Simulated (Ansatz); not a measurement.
Consider Mo.

Input

```
crystal:
  lattice:
    - [-1.5802194352, 1.5802194352, 1.5802194352]
    - [1.5802194352, -1.5802194352, 1.5802194352]
    - [3.1604388703, 3.1604388703, 0.0]
  atoms:
    - { symbol: Mo, position: [0.0355963221, 0.0355963221, 0.0] }
    - { symbol: Mo, position: [0.4644036779, 0.4644036779, 0.5] }
basis:
  ecutwfc: 420
kpoints:
  mp_grid: { grid: [24, 24, 14] }
hamiltonian:
  xc: pbe
scf:
  occupations: { method: gaussian, width: 0.15 }
output:
  forces: true
  stress: true
  eigenvalues: true
  write_density: true
  write_potential: true
  elf: true
  volumetric_format: npy
```

Launched as:

```sh
ansatz run input.yaml --threads 2 --pin off --max-ram 5120MiB --backend cpu --events-out ev --progress --plain --runs-dir out
```

Below, planes, directions and counts refer to the conventional cell (a = 4.47 Å, b = 3.16 Å, c = 4.47 Å, α = 90.00°, β = 90.00°, γ = 90.00°).

Space group Cmcm; not relaxed (largest force 1.0 eV/Å); computed pressure about 2 GPa in this cell; computed without spin polarisation.

These are results of DFT PBE, scalar-relativistic, plane waves, PAW (Ansatz), not measurements.

**What will maps of the valence pseudo-density and electron localisation function show?**

Mo–Mo (2.74 Å): the density is about 0.37 e/Å³ at the midpoint; the ELF is about 0.30 at the midpoint: no shared electron pair shows on this line.

**Metal or insulator at this level of theory?**

It is gapless in this calculation (a metal or semimetal).

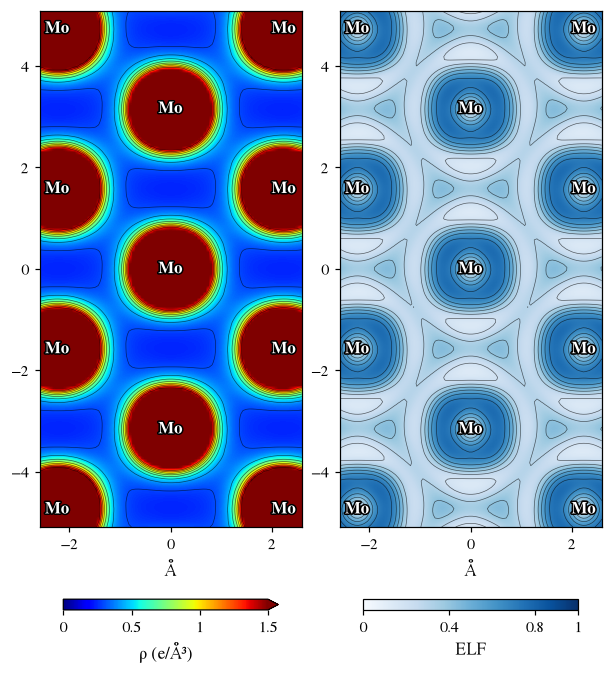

Computed valence pseudo-density and electron localisation function on the (001) plane of the conventional cell, in this order. 
